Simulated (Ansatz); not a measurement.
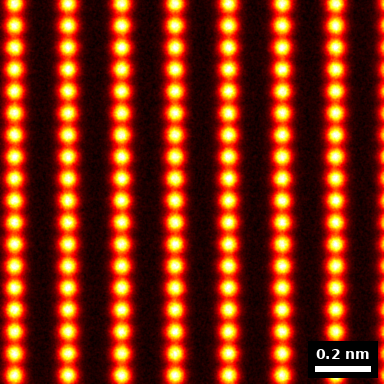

Z-contrast image of a crystal. Simulated incoherent Z contrast: every atom adds Z^1.7 spread by a probe of 0.50 Å full width; channelling and multiple scattering are left out. The probe carries 15 % of its weight in a tail 2.5 times as wide. The display is stretched by a gamma of 0.8; percentages refer to the linear signal. Shot noise was added.

Question: Give the net of the columns and its spacings.

Answer: The pattern repeats on a rectangular net of 0.8 × 2.0 Å.

Question: What is the plane group of the image?

Answer: p2mm: mirror lines in two perpendicular directions, with twofold points where they cross.

Question: How many columns does the smallest repeating cell hold, and how many levels of brightness?

Answer: 1 column in the primitive cell of 1.6 Å², all of one brightness.

The crystal is Mn (Im-3m, No. 229) seen along [211]. Structure used: the geometry given to an electronic-structure calculation, possibly off equilibrium; the starting structure was generated, so it need not be a known form of this composition.
